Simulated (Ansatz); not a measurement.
# Si₂N: what the fields show

```xyz
3
Lattice="3.8972 0.0000 0.0000 -1.9486 3.3751 0.0000 0.0000 0.0000 24.2066" Properties=species:S:1:pos:R:3 pbc="T T T"
Si    0.0000    2.2501    7.7275
Si    1.9486    1.1250    7.7275
N     0.0000    0.0000    7.1465
```

A structure generated by program, which may or may not match a known phase; computed without spin polarisation.

The calculation used DFT PBE, scalar-relativistic, plane waves, PAW in Ansatz 0.2.0.

In a PAW calculation such maps are meaningful between the atoms, not at the nuclei.

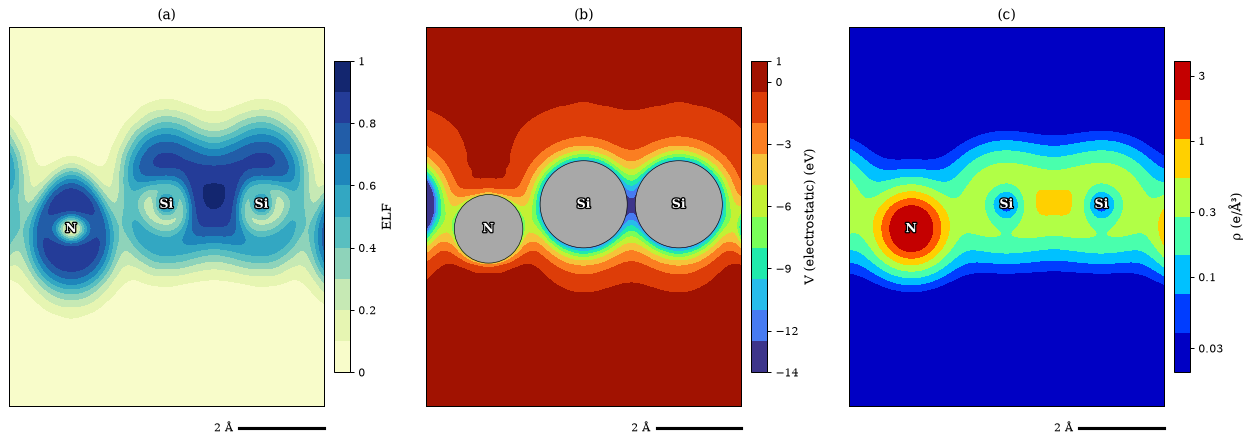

Figure 1. (a) electron localisation function; (b) electrostatic potential energy of an electron; (c) valence electron density on the (110) plane of the calculation cell, a cut from vacuum to vacuum. Grey discs cover the atomic cores in the potential map.

Q: Read the bonding off the picture.

A: Atoms in the plane: Si and N.
Si–Si (2.25 Å): ρ is about 0.6 e/Å³ halfway; the ELF peaks at about 0.90 between the atoms.
Si–N (2.32 Å): the density is about 0.36 e/Å³ at the midpoint; the ELF peaks at about 0.80 in the valence shell of N, 0.6 Å from its nucleus, and drops to about 0.35 between the two atoms.
The density dies away to nearly zero in the vacuum.

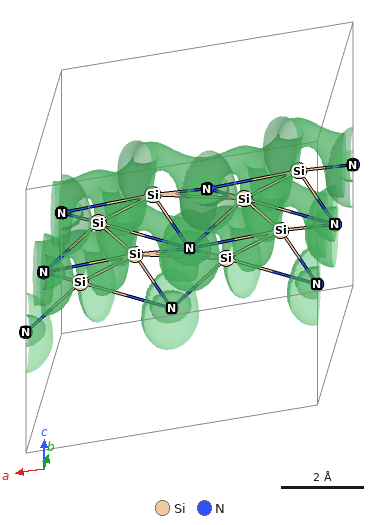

Figure 2. Isosurface of the ELF at 0.75 (green), seen at an oblique angle. Only the valence region is drawn (cores and ρ < 0.01 e/Å³ removed). Sticks mark near contacts.

Q: Where are the electrons localised?

A: The surface consists of one region wrapped around N (its valence shell) and sheets that run through the cell in two directions, counted in one cell of 3 atoms. Counts are for one cell; the picture repeats the cell along the surface.

Q: Metal or insulator at this level of theory?

A: It is metallic or semimetallic at this level of theory: no gap opens.
